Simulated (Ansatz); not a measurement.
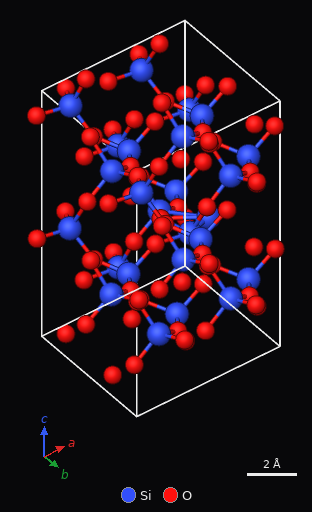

Starting structure of a defect cell of composition Si25O48 (cell charge +3). The picture is a ball-and-stick view of the cell of the calculation (origin shifted), seen from a free direction.

Method: Ansatz 0.2.0, DFT, PBEsol, PAW, plane waves.

Settings: plane-wave cutoff 420 eV; k-point mesh 1 × 1 × 1; mesh shifted by (0.25, 0.25, 0.25); collinear spin; atoms relaxed in a fixed cell; force threshold 0.03 eV/Å; at most 80 steps.

```
Si O
1.0
     9.90164    0.00000    0.00000
    -4.95082    8.57507    0.00000
     0.00000    0.00000   10.88588
Si O
25 48
Direct
  0.22929 0.99901 0.16700
  0.23254 0.99934 0.66729
  0.23534 0.50038 0.16670
  0.23102 0.49834 0.66745
  0.73254 0.99937 0.16485
  0.73848 0.00390 0.66767
  0.73280 0.50271 0.16673
  0.73382 0.50061 0.66670
  0.00064 0.23883 0.33750
  0.99857 0.23445 0.83310
  0.99471 0.73356 0.33282
  0.00045 0.73344 0.83124
  0.50045 0.23730 0.33459
  0.49711 0.23389 0.83576
  0.49741 0.73017 0.33302
  0.49440 0.73547 0.83482
  0.26419 0.26511 0.00021
  0.26670 0.26830 0.50083
  0.26201 0.76646 0.99836
  0.26794 0.76613 0.49905
  0.76618 0.26460 0.00088
  0.76414 0.26637 0.50204
  0.76583 0.76588 0.99633
  0.76207 0.76393 0.49820
  0.53849 0.37641 0.43461
  0.20380 0.13280 0.10573
  0.20661 0.13124 0.60848
  0.20741 0.63446 0.10874
  0.20615 0.63117 0.61152
  0.70035 0.12706 0.10764
  0.70444 0.13240 0.60616
  0.70678 0.63285 0.10661
  0.70384 0.63308 0.60832
  0.36793 0.07301 0.27430
  0.36609 0.07027 0.77222
  0.36980 0.57433 0.27450
  0.36915 0.57377 0.77223
  0.86746 0.07465 0.27060
  0.87000 0.07525 0.77357
  0.87206 0.57456 0.27416
  0.86779 0.57465 0.77625
  0.31541 0.20915 0.43726
  0.42662 0.29207 0.93812
  0.42890 0.79583 0.44169
  0.43292 0.79972 0.93829
  0.92858 0.29536 0.43890
  0.92407 0.29293 0.93920
  0.92560 0.79256 0.44102
  0.92774 0.79420 0.94276
  0.13401 0.20231 0.39338
  0.13240 0.20725 0.89323
  0.13502 0.70662 0.39305
  0.12869 0.70249 0.89320
  0.63842 0.20749 0.39180
  0.62895 0.20678 0.88993
  0.63458 0.70864 0.39384
  0.63713 0.71000 0.89334
  0.07037 0.36542 0.22816
  0.07045 0.36512 0.72834
  0.07609 0.86781 0.22730
  0.07333 0.86908 0.72873
  0.56759 0.36702 0.22692
  0.57478 0.36885 0.72760
  0.57166 0.86719 0.22813
  0.57565 0.86777 0.72835
  0.29248 0.42380 0.05564
  0.29227 0.42510 0.55917
  0.29257 0.92650 0.05770
  0.29327 0.92416 0.56271
  0.79161 0.42450 0.05626
  0.79388 0.42793 0.56112
  0.79425 0.92480 0.06204
  0.79567 0.92640 0.55740
```

> What does the optimiser find from here?

The atom that moves furthest is O42 (1.20 Å along [1 1 0]). Largest moves by element: O 1.20 Å, Si 1.07 Å. The cell stays as it was. Among the contacts that change: Si25–O56 2.965 → 1.790 Å, Si25–O33 2.925 → 1.810 Å, Si13–Si25 1.645 → 2.697 Å, Si24–Si25 3.407 → 2.515 Å. New bonds form, among them: Si24–Si25 (3.41 → 2.51 Å), Si25–O33 (2.92 → 1.81 Å), Si25–O56 (2.97 → 1.79 Å). Bonds break, among them: Si13–Si25 (1.64 → 2.70 Å). Among the angles between lasting bonds that change: O42–Si18–O67 146.9° → 99.0°, Si18–O42–Si25 99.1° → 130.2°, O33–Si24–O56 110.3° → 82.9°. The energy falls by 27.977 eV per cell of the calculation in 15 geometry steps. The largest force component goes from 52 to 0.022 eV/Å.

After the run, drawn alike:

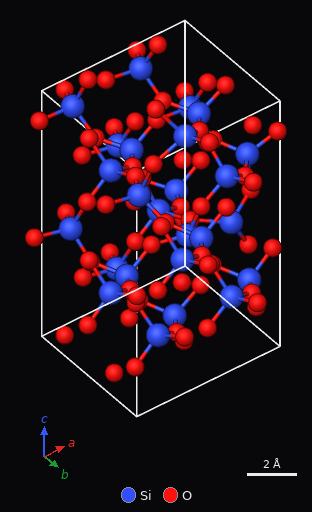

Limits of the set-up: the cell is charged, on a uniform background, and energies carry no finite-size correction.
